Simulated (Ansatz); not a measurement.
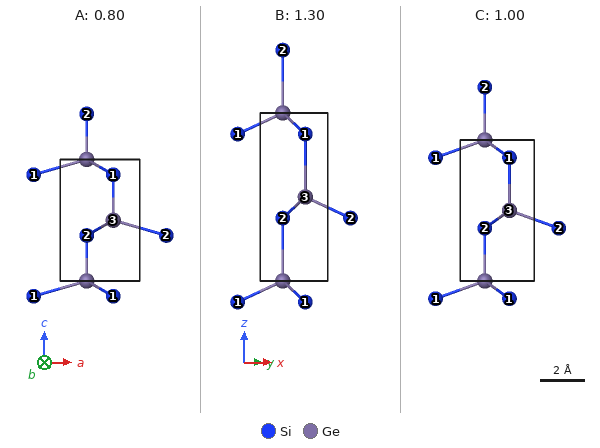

A scan of crystalline SiGe (P6_3mc): the ratio of the cell's length along z to its lengths across, counted as 1 for the reference, is changed at fixed volume (a c/a path), with the atoms kept at their fractional coordinates. x, y and z are the Cartesian axes of the input. A ball-and-stick model of the cell of the calculation, seen along the b axis.

Theory: Ansatz, DFT PBEsol, scalar-relativistic, plane waves, PAW. Set-up: plane-wave cutoff 420 eV; k-point mesh 12 × 12 × 6; occupations gaussian; smearing width 0.03 eV; no spin polarisation. Energies (free energies at the smearing named) are counted from the cell as listed in its source, which wasn't relaxed.

> Rank the frames from lowest to highest energy.

Lowest first: C (the relative ratio 1.00, 0 meV/atom), B (the relative ratio 1.30, 447 meV/atom), A (the relative ratio 0.80, 533 meV/atom). Over the whole scan: of the computed points the lowest is at the relative ratio 1.00, 0 meV/atom. The distortion keeps the space group P6_3mc. At the relative ratio 1.30 the cell of the drawing goes a 3.904 → 3.577 Å, b 3.904 → 3.577 Å, c 6.451 → 7.684 Å. The band gap on the mesh, 0.35 eV in the reference, closes at 0.80, 0.85, 0.92, 0.96, 1.20, 1.30.
